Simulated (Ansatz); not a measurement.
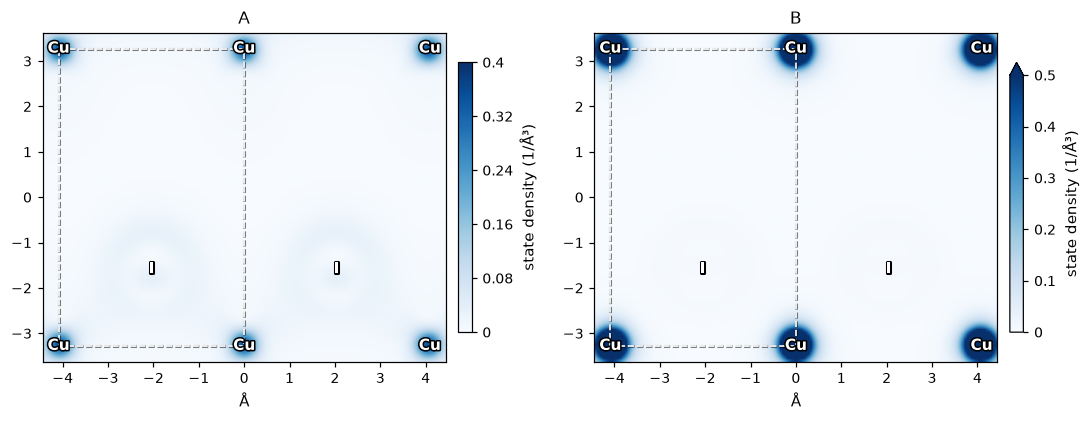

CuI: densities of the states in two energy windows, on the (100) plane of the conventional cell.

Space group P4/nmm; not relaxed (largest force 0.5 eV/Å); the calculation finds a residual pressure of about −4 GPa at this fixed cell. Spin-orbit coupling, left out here, splits and shifts the levels of such heavy elements, by tenths of an eV up to several eV. The cell comes from a database of computed structures, not from a measurement.

Method: Ansatz 0.2.0, DFT LDA, scalar-relativistic, plane waves, PAW.

In a PAW calculation such maps are meaningful between the atoms, not at the nuclei.

Match the panels to the energy ranges (zero at the valence-band maximum): −5.8 to −3.1 eV and −2.7 to 0.0 eV.

Answer. Panel A: −5.8 to −3.1 eV, a separate group of bands, mainly I 5p (65 %) and Cu 3d (25 %).
Panel B: −2.7 to 0.0 eV, the whole upper valence band, mainly Cu 3d (85 %) and I 5p (15 %).
The characters are Löwdin shares on a minimal set of atomic orbitals.
